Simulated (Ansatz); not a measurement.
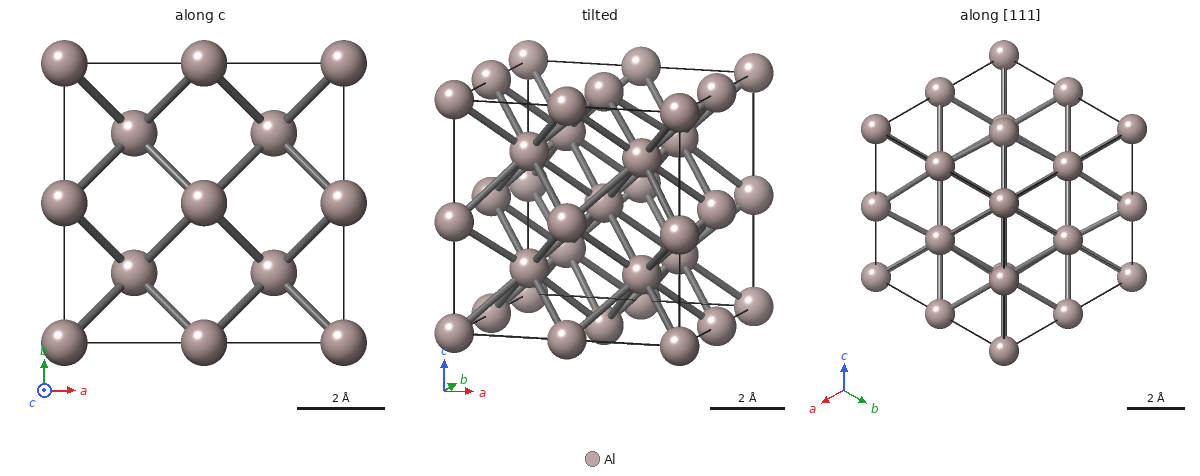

The crystal in a ball-and-stick representation, seen along the c axis, slightly off an axis and along [111]. Lines trace the edges of the conventional unit cell.

- The element is aluminium.
- The atoms follow space group I4mm (No. 107); the Bravais lattice is body-centred tetragonal.
- The cell holds 16 atoms.
- The neighbours of Al are eight Al in a distorted cubic arrangement at about 2.7 to 2.9 Å.
- The bonds build a three-dimensional framework.

Origin of the cell: a structure listed in the Materials Project. The cell was then strained or its atoms displaced on purpose. It went into a calculation with Ansatz.

At this level of theory the cell isn't at rest (forces up to 0.6 eV/Å), so its distances can differ from those at equilibrium, the more so the softer the solid.
